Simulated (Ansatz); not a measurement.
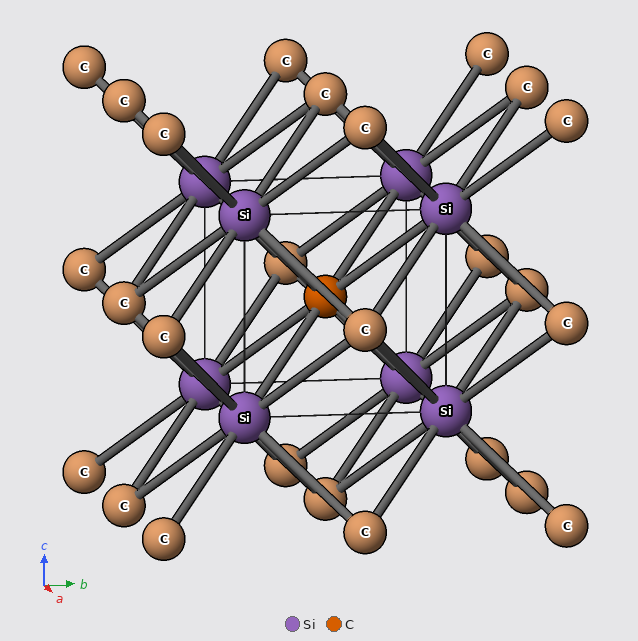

Structure drawing (ball-and-stick), viewed slightly off an axis. Atoms at the boundary of the conventional unit cell (the box) are drawn once for each face, edge or corner they touch. The bonded neighbours beyond the faces are included, in fainter colours.

SiC, space group Pm-3m (No. 221), a = 2.64 Å, b = 2.64 Å, c = 2.64 Å, α = 90.00°, β = 90.00°, γ = 90.00°.

Level of theory: DFT PBEsol, scalar-relativistic, plane waves, PAW in Ansatz. Settings were plane-wave cutoff 420 eV, the zone sampled with 16×16×16 points, Fermi-Dirac smearing of 0.15 eV, no spin polarisation.

Is the electronic structure metallic or gapped?

Answer. A metal: bands cross the Fermi level.

State the hydrostatic pressure.

Answer. The computed pressure is -3.6 GPa (stretched: it would shrink).

Provenance: a structure type filled with these elements by a generator (whether the compound takes this form wasn't checked). Earlier steps of the study may have refined or changed the cell and positions. It went into a calculation with Ansatz.
